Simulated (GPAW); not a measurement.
Input file:

```
from ase import Atoms
from ase.dft.bandgap import bandgap
from ase.io import write
from ase.units import Bohr, GPa
from gpaw import GPAW, PW
from gpaw.elf import elf_from_dft_calculation

atoms = Atoms(['Si', 'O'],
              cell=[[2.80697, 0.0, 0.0],
                    [0.0, 2.80697, 0.0],
                    [0.0, 0.0, 2.80697]],
              scaled_positions=[[0.0, 0.0, 0.0],
                                [0.5, 0.5, 0.5]],
              pbc=True)

calc = GPAW(mode=PW(800),
            xc='PBE',
            kpts={'size': (9, 9, 9), 'gamma': True},
            occupations={'name': 'fermi-dirac', 'width': 0.05},
            nbands=13,
            convergence={'density': 1e-05, 'energy': 1e-05},
            maxiter=150,
            txt='gpaw.txt')
atoms.calc = calc
energy = atoms.get_potential_energy()
forces = atoms.get_forces()
stress = atoms.get_stress()
calc.write('gs.gpw')
write('result.traj', atoms)
print(f'Energy: {energy:.6f} eV')
print('Forces (eV/A):')
print(forces.round(4))
print('Stress (GPa):', (stress / GPa).round(3))
print('Fermi level:', round(calc.get_fermi_level(), 4), 'eV')
print(f'Gap: {bandgap(calc)[0]:.4f} eV, direct: {bandgap(calc, direct=True)[0]:.4f} eV')

# fields on the real-space grid
write('density.cube', atoms, data=calc.get_pseudo_density() * Bohr**3)
write('potential.cube', atoms, data=calc.get_electrostatic_potential())
write('elf.cube', atoms, data=elf_from_dft_calculation(calc).data)
```

Command:

```sh
OMP_NUM_THREADS=1 python run.py
```

Below, planes, directions and counts refer to the conventional cell (a = 2.81 Å, b = 2.81 Å, c = 2.81 Å, α = 90.00°, β = 90.00°, γ = 90.00°).

Space group Pm-3m; a generated structure, not necessarily the stable one.

Method: GPAW 26.7.0, Kohn-Sham DFT of a periodic cell, PBE, GPAW PAW data sets (gpaw-data 1.2.1).

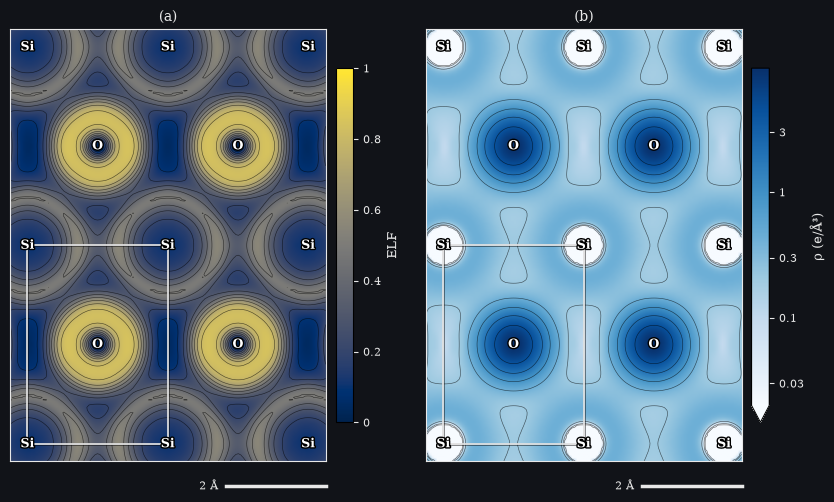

SiO. (a) ELF; (b) valence charge density (pseudo) on the (011̄) plane of the conventional cell.

The density is the valence pseudo-density of a PAW calculation; it isn't the true density close to the nuclei.

Q: Read the bonding off the picture.

A:
- The plane passes through Si and O nuclei.
- Si–O (2.43 Å): the density is about 0.28 e/Å³ at the midpoint; the ELF is about 0.30 at the midpoint; no shared electron pair shows on this line.
- Between the atoms the lowest density in this plane is 0.1 e/Å³.
